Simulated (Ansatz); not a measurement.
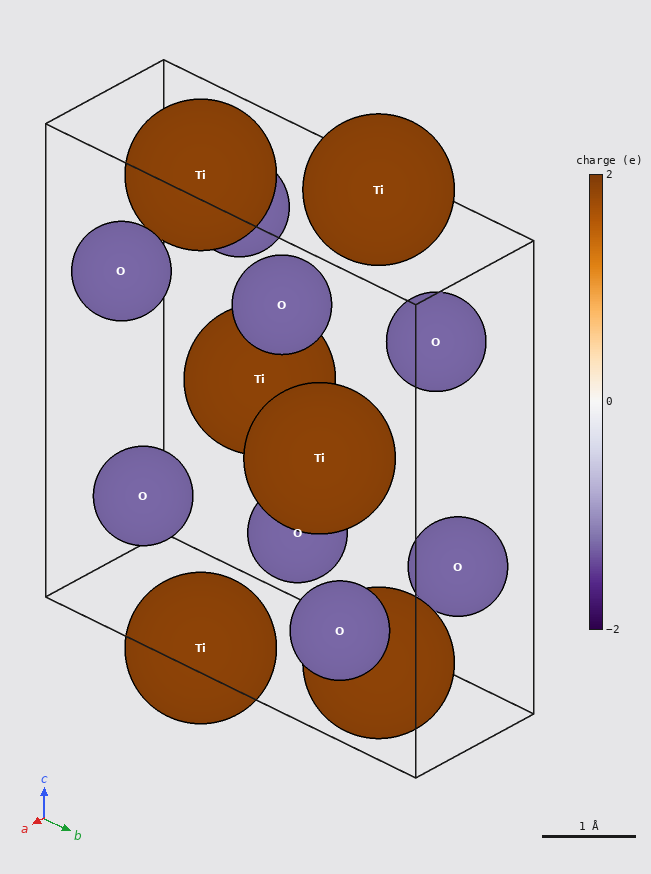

Crystal structure, spheres-only style, seen slightly off an axis. The frame is the simulation cell; atoms at its boundary are shown with their periodic copies. The atoms of this Ti2O3 cell are coloured by their Bader charge.

Method used: Ansatz, DFT, PAW plane waves, PBEsol. It ran with a cutoff energy of 420 eV, a 7×7×7 grid in reciprocal space, Fermi-Dirac smearing of 0.039 eV, no spin polarisation. The pressure of the cell is 51 GPa.

### Interpret the colouring.

Most positive: Ti; most negative: O. Charges: about Ti +1.9 e; O -1.3 e.

Shown is a generated cell, made by putting these elements into a known structure type (the compound may or may not exist in this form), as it stood before any relaxation. It went into a calculation with Ansatz.

At this level of theory the cell isn't at rest (compressed, at 51 GPa), so its distances can differ from those at equilibrium, the more so the softer the solid.
